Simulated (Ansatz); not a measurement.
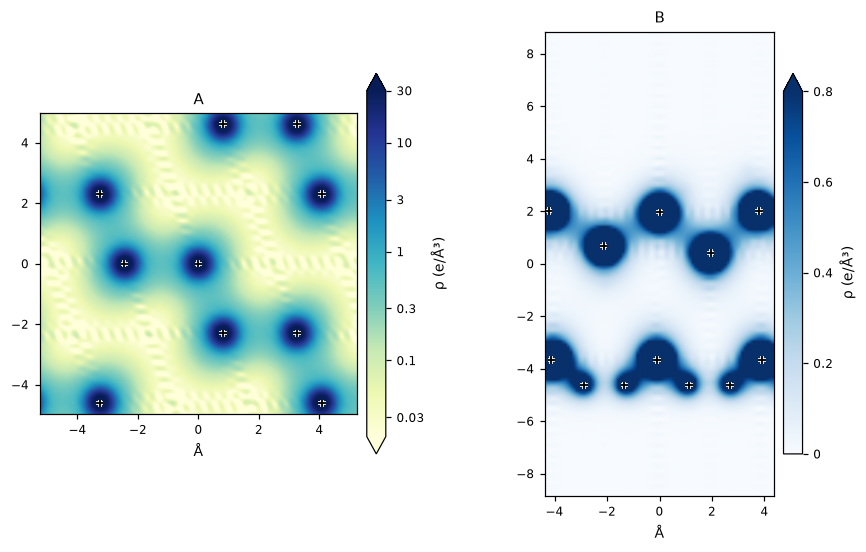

The valence charge density (pseudo) of 2 systems, each on a plane through atoms (crosses mark nuclei in the plane).

Computed with Ansatz 0.2.0, DFT r2SCAN, scalar-relativistic, plane waves, PAW.

System 1: Ge$_{12}$H$_{5}$ (slab), the (100) plane of the calculation cell, a cut from vacuum to vacuum. Not relaxed (largest force 0.7 eV/Å).

System 2: Ge, the (010) plane of the calculation cell. Space group Fd-3m; a generated structure, not necessarily the stable one.

### Which map belongs to which system?

Panel A is system 2, Ge: the plane holds Ge. Ge–Ge (2.45 Å): ρ at the midpoint is about 0.52 e/Å³. Panel B is system 1, Ge$_{12}$H$_{5}$: the plane holds Ge and H. Ge–H (1.56 Å): the density is about 1 e/Å³ at the midpoint.
